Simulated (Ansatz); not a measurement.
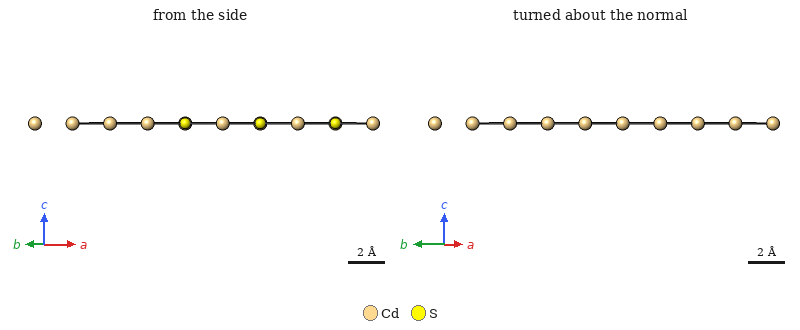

A ball-and-stick picture of a periodic sheet, seen from the side and turned about the normal. The surface normal points up in side views; the vacuum is left out. 3×3 cells are drawn in the plane, with atoms at the edges repeated.

The cell holds 1 Cd, 1 S.

**Give the termination of both faces.**

The top face ends in Cd and S, the bottom face in Cd and S. The two faces are alike.

**Estimate the thickness.**

About 0.0 Å from the lowest to the highest atom.

**What is bonded to what?**

The Cd atoms are each bonded to three S in a trigonal planar arrangement at about 2.4 Å. Around each S lie three Cd in a trigonal planar arrangement at about 2.4 Å. The bonds build CdS layers parallel to the surface.

The model was built from a structure listed in the Materials Project. The cell was then strained or its atoms displaced on purpose. Ansatz was used for an electronic-structure calculation on it.
